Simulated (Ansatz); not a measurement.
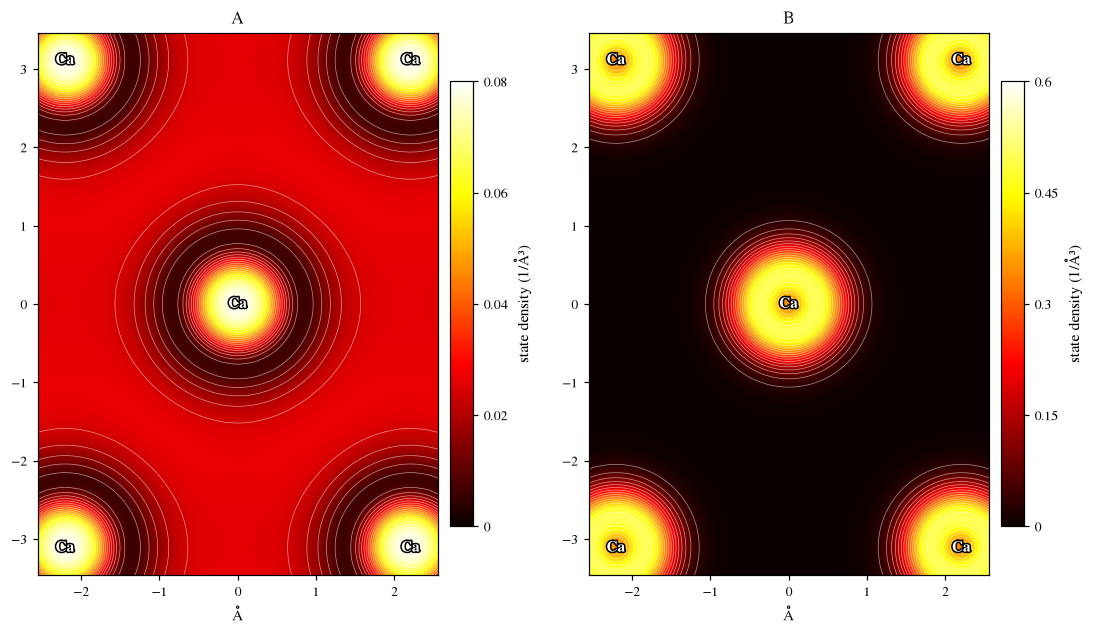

Ca: densities of the states in two energy windows, on the (011) plane of the conventional cell.

Space group I4/mmm. This isn't the usual form at ambient conditions. The cell comes from a database of computed structures, not from a measurement.

All numbers below come from DFT PBE, scalar-relativistic, plane waves, PAW (Ansatz 0.2.0).

In a PAW calculation such maps are meaningful between the atoms, not at the nuclei.

Question: The windows, about the Fermi level, are −23.20 to −23.00 eV and −2.7 to −1.4 eV. Which panel shows which?

Answer: Panel A: −2.7 to −1.4 eV, the middle third of the occupied valence band, mainly Ca 4s (over 95 %).
Panel B: −23.20 to −23.00 eV, a separate group of bands (semicore or deep states), mainly Ca 3p (over 95 %).
The characters are Löwdin shares on a minimal set of atomic orbitals.

Run time: 7.2 s on 1 thread of Arm Neoverse N1, on a shared host, peak memory 0.33 GiB.
